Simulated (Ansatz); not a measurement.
System: rocksalt GaN, space group Fm-3m (No. 225), 2 atoms in the primitive cell, relaxed with r2SCAN; cubic a = 4.217 Å. Starting point: PBE, Ansatz PAW set, no spin polarisation, no spin-orbit coupling, 6×6×6 k mesh, 420 eV cutoff, fixed occupations (Ansatz 0.2.0). Many-body step: G0W0 with empty bands 102, screening cutoff 180 eV and frequency treatment contour deformation.

In PBE the smallest gap over these k points is 0.63 eV, with direct gaps of 2.83 eV at Γ, 3.70 eV at X and 5.82 eV at (0.00, 0.17, −0.17).

What does G0W0 give?

Over the k points that were corrected, the smallest gap goes from 0.63 eV in PBE ((0.00, 0.17, −0.17) to X) to 1.45 eV in G0W0 ((0.00, 0.17, −0.17) to X), a change of +0.82 eV (+132 %). Counted from the valence top, the lowest empty level moves by +0.96 eV at Γ, +0.82 eV at X and +1.10 eV at (0.00, 0.17, −0.17); over the 9 points that were corrected the shifts run from +0.78 to +1.10 eV: a spread of 0.32 eV on a mean of 0.93 eV, so one scissor shift describes this level only roughly. The top filled level also moves against the valence top, by −0.16 eV at X. Down to 4.1 eV under the top, the filled levels drop by about 0.05 eV more for each eV of depth, so the valence band is stretched by about 5 %.

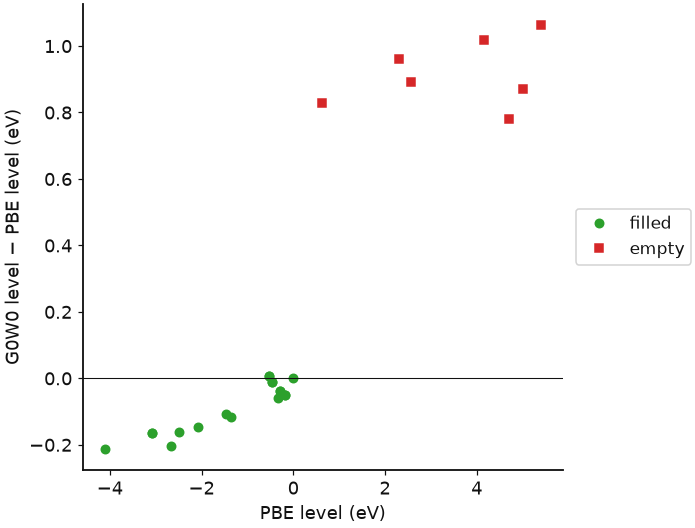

Change of each level from PBE to G0W0 against its PBE energy, both sets counted from their own valence top.

| k point | PBE direct gap (eV) | G0W0 direct gap (eV) |
| --- | --- | --- |
| Γ | 2.83 | 3.78 |
| X | 3.70 | 4.69 |
| (0.00, 0.17, −0.17) | 5.82 | 6.92 |

The k mesh is coarse (spacing up to 0.43 Å⁻¹), so the values aren't converged. The filled d shell of Ga makes such GW gaps lie low. The usual form of GaN is wurtzite. Bands, cutoffs and mesh are finite, so these values aren't at the basis limit.
